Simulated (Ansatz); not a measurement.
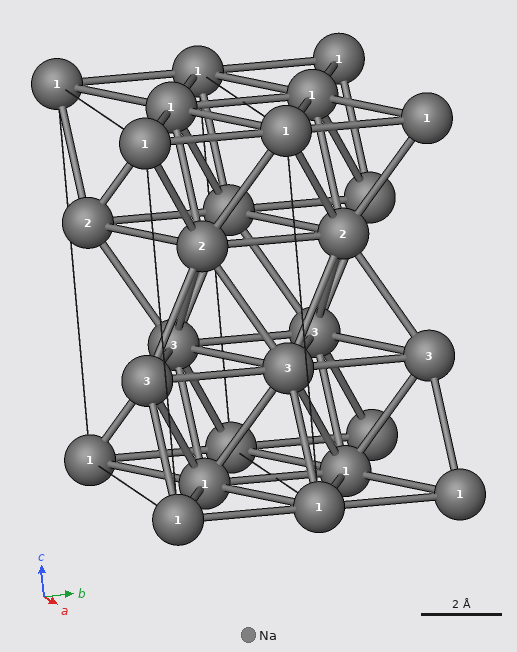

Reference structure: a crystal of Na (set up in C2/m). Style: ball-and-stick. Shown: the conventional cell (2 times the calculation's cell), repeated 1 × 2 × 1 with one cell outlined, slightly off an axis. Lengths and directions refer to the drawn axes.

These are results of DFT PBE, scalar-relativistic, plane waves, PAW in Ansatz, not measurements. (plane-wave cutoff 420 eV; occupations gaussian; smearing width 0.1 eV; no spin polarisation) The k-mesh is chosen for each cell (14×14×6, 16×16×6).

Now this is done to it. Every sodium atom is replaced by silver, which gives Ag. Cell and atoms are relaxed again (to zero pressure within 0.1 GPa, forces under 0.01 eV/Å).

The input:
```yaml
crystal:
  lattice:
    - [2.5359325885, -1.4943695829, 0.0053070108]
    - [2.5359325885, 1.4943695829, 0.0053070108]
    - [-1.7135826369, 0.0, 7.1331120934]
  atoms:
    - { symbol: Ag, position: [0.0, 0.0, 0.0] }
    - { symbol: Ag, position: [0.2233516683, 0.2233516683, 0.6669021798] }
    - { symbol: Ag, position: [0.7766483317, 0.7766483317, 0.3330978202] }
basis:
  ecutwfc: 420
kpoints:
  mp_grid: { grid: [16, 16, 6] }
hamiltonian:
  xc: pbe
scf:
  occupations: { method: gaussian, width: 0.1 }
output:
  forces: true
  stress: true
  eigenvalues: true
relax:
  adjacent_minimum: "off"
  f_tol: 0.01
  max_steps: 60
  cell: { stress_tol: 0.1 }
```

Q: What is the effect?

A: The volume per atom goes from 37.01 to 17.87 Å³. Both are metals. Cell: a 6.449 → 5.085 Å (−21.1 %), b 3.761 → 2.937 Å (−21.9 %), c 9.471 → 7.377 Å (−22.1 %), β 104.8° → 103.3°. Volume −51.7 %. The space group (tolerance 0.01 Å) goes from C2/m (No. 12) to R-3m (No. 166).

The changed structure in the same view:

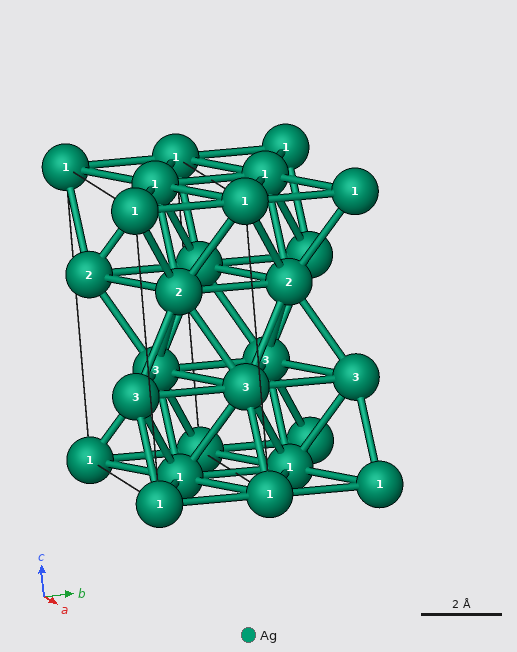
